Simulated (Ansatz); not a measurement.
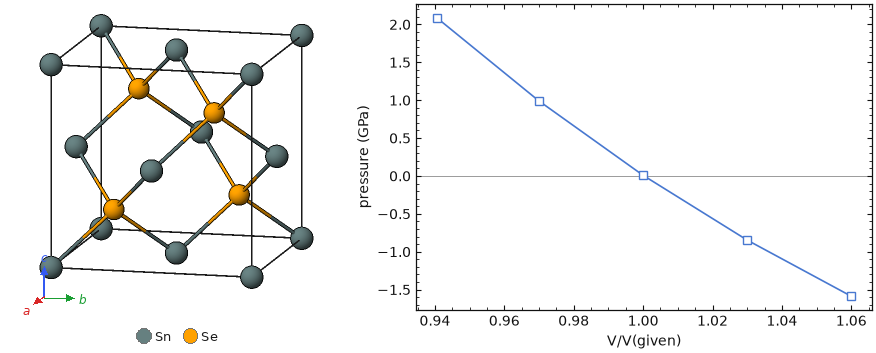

The picture above shows the pressure against V/V(given) for SnSe, space group F-43m (No. 216) (cell built by us, not taken from a database). The conventional cell is drawn beside the plot.

Starting cell:
```xyz
2
Lattice="0.0000 3.3889 3.3889 3.3889 0.0000 3.3889 3.3889 3.3889 0.0000" Properties=species:S:1:pos:R:3 pbc="T T T"
Sn    0.0000    0.0000    0.0000
Se    1.6945    1.6945    1.6945
```

Method: periodic Kohn-Sham DFT of a crystal at fixed atoms, scaled to the stated factor times the given cell; pressure positive in compression (Ansatz 0.2.0). Level: PBE.

method frozen-core PAW; relativity scalar; k mesh 12×12×12; occupations Fermi–Dirac; smearing width 0.05 eV; wave cutoff 420 eV; PAW set soft_2.

V(given) is 38.92 Å³/atom.

### How does the pressure vary with V/V(given)?

It falls from 2.089 GPa at V/V(given) 0.941 to −1.588 GPa at 1.060, and changes sign near 1.000.

### What does the calculation give for the volume at zero pressure from a fit of the pressures?

38.9 Å³/atom.

Note: small gap, it may come from the mesh.

The computed values:

```
V/V(given)  pressure (GPa)
     0.941           2.089
     0.970           0.989
     1.000           0.008
     1.030          -0.847
     1.060          -1.588
```
